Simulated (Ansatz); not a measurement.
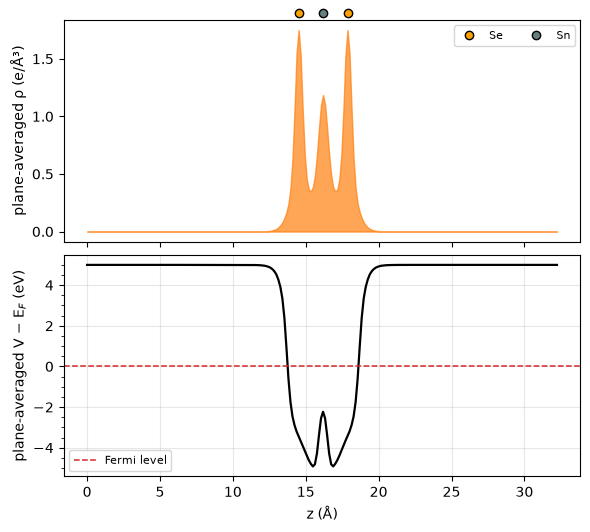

Figure 1: SnSe2 (slab). Plane average of the electrostatic potential energy of an electron and of the valence electron density across the slab. Circles mark the heights of the atoms.

Theory: Ansatz, DFT PBE+D3(BJ), scalar-relativistic, plane waves, PAW.

Input file:

```
crystal:
  lattice:
    - [3.596, 0.0, 0.0]
    - [-1.798, 3.114227352, 0.0]
    - [0.0, 0.0, 32.3737046298]
  atoms:
    - { symbol: Se, position: [0.6666666667, 0.3333333333, 0.4479979193] }
    - { symbol: Sn, position: [0.0, 0.0, 0.5] }
    - { symbol: Se, position: [0.3333333333, 0.6666666667, 0.5520020807] }
  periodic: [true, true, false]
basis:
  ecutwfc: 420
kpoints:
  mp_grid: { grid: [9, 9, 1] }
hamiltonian:
  xc: pbe
  dispersion: d3bj
scf:
  occupations: { method: gaussian, width: 0.02 }
output:
  forces: true
  stress: true
  eigenvalues: true
  write_density: true
  write_potential: true
  elf: true
  volumetric_format: npy
```

Run with:

```sh
ansatz run input.yaml --threads 1 --pin off --max-ram 3072MiB --backend cpu --events-out ev --progress --plain --runs-dir out
```

> How far above the Fermi level of the calculation is the vacuum level?

5.0 eV. The slab has a gap, so the Fermi level lies inside it and this isn't a work function in the metallic sense.

> What are the slab's thickness and the vacuum gap?

The outermost nuclei are 3.4 Å apart, in 3 atomic planes; the vacuum between periodic images is 29.0 Å wide.
